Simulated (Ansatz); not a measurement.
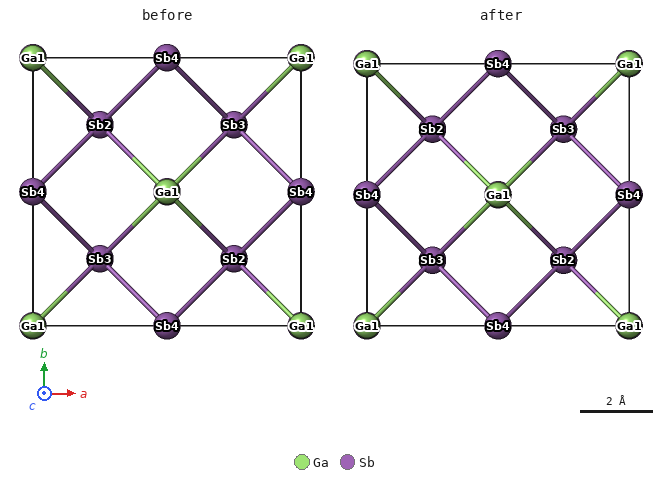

The structure of crystalline GaSb3 (set up in Fm-3m) before (left) and after (right) a relaxation, at one scale.

The picture is a ball-and-stick view of the conventional cell (4 times the calculation's cell), seen along the c axis. Lengths and directions refer to the drawn axes.

Computed with DFT PBE+D3(BJ), scalar-relativistic, plane waves, PAW in Ansatz. (plane-wave cutoff 420 eV; k-point mesh 10 × 10 × 10; occupations gaussian; smearing width 0.1 eV; no spin polarisation; cell and atoms relaxed; force threshold 0.005 eV/Å; at most 80 steps)

### What changed between the two?

No atom moves by more than 0.005 Å relative to the cell. The drawn cell changes as follows: a = b = c 7.461 → 7.296 Å (−2.2 %); the volume changes by −6.5 %. Some distances before and after: Sb2–Sb4 3.231 → 3.159 Å, Ga1–Sb2 3.231 → 3.159 Å. The space group stays Fm-3m (No. 225). After 3 accepted moves (4 points after the start) the energy has fallen by 19.5 meV per atom. All forces vanish by symmetry, so only the cell relaxes. The pressure goes from −3.48 to 0.00 GPa. The SCF was repeated once at an unchanged geometry on a basis and grid sized afresh for the cell, which shifted the energy by 0.4 meV per atom at most. Cost: 22 s on 2 threads of Intel(R) Xeon(R) Platinum 8259CL CPU @ 2.50GHz (Skylake/Cascade Lake), with other jobs on the host, peak memory 0.55 GiB.
